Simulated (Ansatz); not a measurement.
Cu

```yaml
crystal:
  lattice:
    - [-0.30007, -0.30007, 2.49381]
    - [-1.40048, 1.70055, -1.24690]
    - [-2.87931, -2.87931, -0.69732]
  atoms:
    - { symbol: Cu, position: [0.33264, 0.66736, 0.75000] }
    - { symbol: Cu, position: [0.66527, 0.33264, 0.25000] }
```

Space group P6₃/mmc; set up as Cu, beta-Sn type; a generated structure, not necessarily the stable one; computed without spin polarisation.

All numbers below come from Ansatz, DFT, r2SCAN, plane waves (500 eV) with PAW, scalar-relativistic.

Q: What can the converged valence pseudo-density and electron localisation function tell about the bonding?

A: Cu–Cu (2.53 Å): ρ at the midpoint is about 0.31 e/Å³; the ELF is about 0.20 at the midpoint: no localised pair shows between them.

Q: Does the calculation give a band gap?

A: It is metallic or semimetallic at this level of theory: no gap opens.

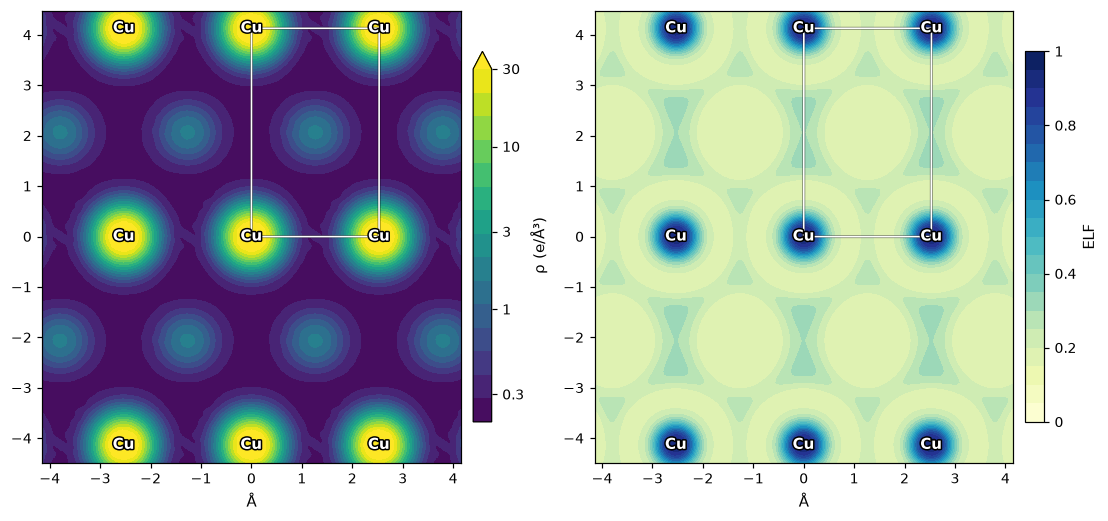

Computed valence pseudo-density and electron localisation function on the (100) plane of the conventional cell, in this order. Atoms just off the plane (Cu, 0.7 Å away) can leave unmarked features too.

In a PAW calculation such maps are meaningful between the atoms, not at the nuclei.
